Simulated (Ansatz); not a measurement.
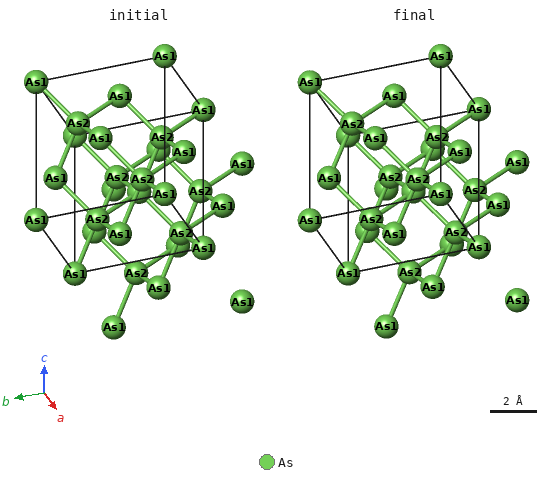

The structure of solid As (a generated structure, set up in Fddd) before (left) and after (right) a relaxation, at one scale.

Style: ball-and-stick. Shown: the conventional cell (4 times the calculation's cell), repeated 2 × 1 × 1 with one cell outlined, from a free direction. Lengths and directions refer to the drawn axes.

The calculation used DFT PBE, scalar-relativistic, plane waves, PAW (Ansatz).

The input:
```yaml
crystal:
  lattice:
    - [0.0, 2.9895508776, 3.5319412167]
    - [2.3689725127, 0.0, 3.5319412167]
    - [2.3689725127, 2.9895508776, 0.0]
  atoms:
    - { symbol: As, position: [0.0, 0.0, 0.0] }
    - { symbol: As, position: [0.25, 0.25, 0.25] }
basis:
  ecutwfc: 420
kpoints:
  mp_grid: { grid: [16, 16, 16] }
hamiltonian:
  xc: pbe
scf:
  occupations: { method: gaussian, width: 0.1 }
output:
  forces: true
  stress: true
  eigenvalues: true
  write_density: true
  write_potential: true
  elf: true
  volumetric_format: npy
relax:
  adjacent_minimum: "off"
  f_tol: 0.01
  max_steps: 80
  cell: { stress_tol: 0.05 }
```

Command:
```bash
ansatz run input.yaml --threads 1 --pin off --max-ram 2560MiB --backend cpu --events-out ev --progress --plain --runs-dir out
```

### Summarise the run.

The energy falls by 1.4 meV per cell of the calculation in 7 accepted moves (8 points after the start). All forces vanish by symmetry, so only the cell relaxes. Pressure: 0.59 GPa at the start and 0.00 GPa at the end. The SCF was repeated once at an unchanged geometry on a basis and grid sized afresh for the cell, which shifted the energy by less than 0.05 meV per cell of the calculation at most. The atoms keep their places relative to the cell (all moves are under 0.005 Å). Cell: a 4.738 → 4.677 Å (−1.3 %), b 5.979 → 6.087 Å (+1.8 %), c unchanged at 7.064 Å. Volume +0.5 %. Some distances before and after: As1–As2 2.599 → 2.608 Å. The space group stays Fddd (No. 70).
